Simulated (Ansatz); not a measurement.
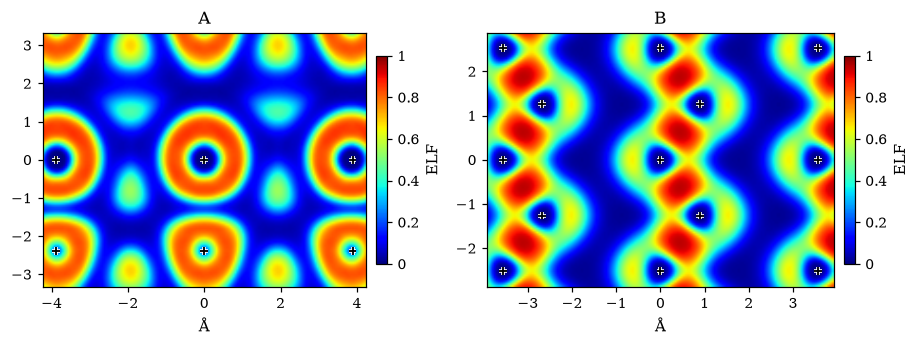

The ELF of 2 systems, each on a plane through atoms (crosses mark nuclei in the plane).

All numbers below come from Ansatz 0.2.0, Kohn-Sham DFT of a periodic cell, LDA, Ansatz PAW.

System 1: C, the (011) plane of the conventional cell. Space group Fd-3m; computed pressure about −13 GPa in this cell.

```
CELL_PARAMETERS angstrom
3.56674 0.00000 0.00000
0.00000 3.56674 0.00000
0.00000 0.00000 3.56674
ATOMIC_POSITIONS crystal
C 0.25000 0.25000 0.25000
C 0.75000 0.75000 0.25000
C 0.75000 0.25000 0.75000
C 0.25000 0.75000 0.75000
C 0.00000 0.00000 0.00000
C 0.50000 0.50000 0.00000
C 0.50000 0.00000 0.50000
C 0.00000 0.50000 0.50000
```

System 2: La2O3, the (010) plane of the conventional cell. Space group P-3m1; a structure from a database of computed crystals, not necessarily the ambient phase.

Which map belongs to which system?

Answer. Panel A is system 2, La2O3: the plane holds La and O. La–O (2.40 Å): the ELF is about 0.25 at the midpoint (an ionic contact with no shared pair). Panel B is system 1, C: the plane holds C. C–C (1.54 Å): the ELF peaks at about 0.95 between the atoms (a covalent bond).
